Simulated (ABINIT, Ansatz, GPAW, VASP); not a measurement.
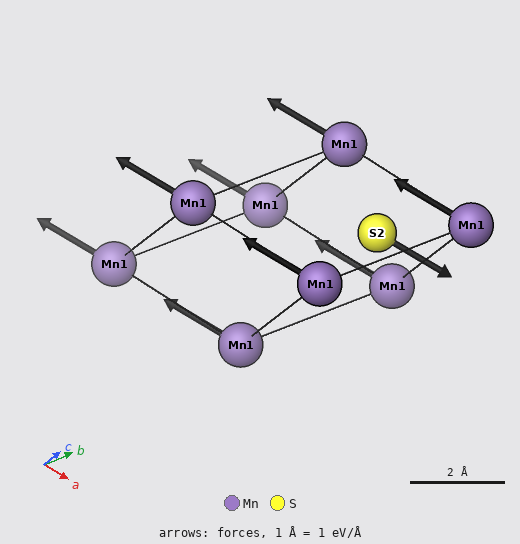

MnS (2 atoms) with its atoms moved off their places at random, by some hundredths of an ångström. The arrows are the forces from Ansatz LAPW (all-electron). The parent cell is a structure listed in the Materials Project.

```
Mn S
1.0
     0.00000    2.47346    2.47346
     2.47346    0.00000    2.47346
     2.47346    2.47346    0.00000
Mn S
1 1
Direct
  0.00349 0.99627 0.00136
  0.72711 0.73210 0.76250
```

The same cell was run in four programs or potential sets. Alike in all runs: functional PBE; k mesh 9 × 9 × 9 on the run's cell of 2 atoms; occupations fermi-dirac, width 0.05 eV; collinear spin, ferromagnetic start; no spin-orbit coupling. The table gives the Cartesian components of the force on Mn1; with the net force removed, that on S2 is equal and opposite.

```tsv
program	Fx on Mn1 (eV/Å)	Fy on Mn1 (eV/Å)	Fz on Mn1 (eV/Å)
Ansatz LAPW (all-electron)	0.095	-0.508	-1.381
VASP (PBE potentials, release 64 Mn_pv, S)	0.096	-0.509	-1.384
GPAW (PAW data 1.2.1)	0.096	-0.518	-1.400
ABINIT (JTH PAW PBE v2.0)	?	?	?
```

What does ABINIT (JTH PAW PBE v2.0) give?

Answer. (0.098, -0.515, -1.399) eV/Å on Mn1. The medians of the other rows are 0.096, -0.509, -1.384 eV/Å.

How well do the programs agree?

Answer. The size of the force spans 1.474 to 1.496 eV/Å. Against the median force vectors, the rows deviate by 0.010 eV/Å rms as a rule and by 0.011 eV/Å at most. With one functional throughout, the spread comes from potentials, basis sets and numerical settings, or from slightly different magnetic solutions. Deviations count direction as well as size.

Caveat: a cell with one magnetic atom can't hold antiferromagnetic order, which such compounds often take.
